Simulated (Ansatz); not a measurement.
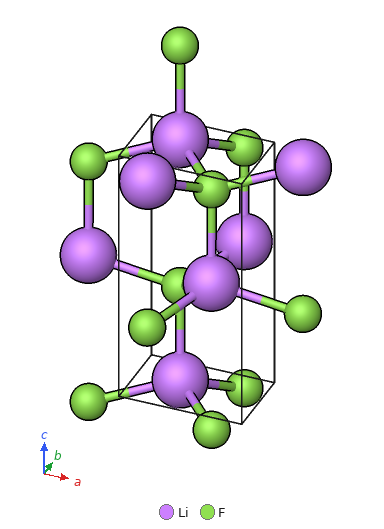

The crystal in a ball-and-stick representation, seen slightly off an axis. Lines trace the edges of the unit cell. The bonded neighbours beyond the faces are included.

LiF, a = 3.082 Å, b = 3.023 Å, c = 4.785 Å, α = 90.00°, β = 90.00°, γ = 118.11°. Strictly the space group is P2_1 (No. 4, within 0.01 Å). It is a distorted form of a primitive hexagonal structure, space group P6_3mc (No. 186) within 0.25 Å: wurtzite. Origin of the cell: a structure type filled with these elements by a generator (whether the compound takes this form wasn't checked). The cell was then strained or its atoms displaced on purpose. A calculation with Ansatz used it as input.

This one geometry was computed with Ansatz (DFT, plane waves, PAW) at three levels of theory: r2SCAN, HSE06 and PBE. It was relaxed with r2SCAN and then strained.

### Which level gives the highest pressure at this volume, and what does that say about its equilibrium volume?

Highest: PBE (3.0 GPa), which points to the largest equilibrium volume. Lowest, with the smallest volume: r2SCAN (0.0 GPa). Levels within 0.5 GPa of each other can't be told apart.

### How does the band gap change with the level of theory?

PBE: a gap of 7.85 eV, direct; r2SCAN: a gap of 8.58 eV, direct; HSE06: a gap of 10.03 eV, direct.

### Collect the results in a table.

| level | cutoff (eV) | k-mesh of the run's cell | gap (eV) | pressure (GPa) |
| --- | --- | --- | --- | --- |
| r2SCAN | 500 | 12×12×6 | 8.58 | 0.0 |
| HSE06 | 420 | 6×6×4 | 10.03 | 0.8 |
| PBE | 420 | 12×12×6 | 7.85 | 3.0 |

Gaps are taken on the k-mesh or band path of each run.
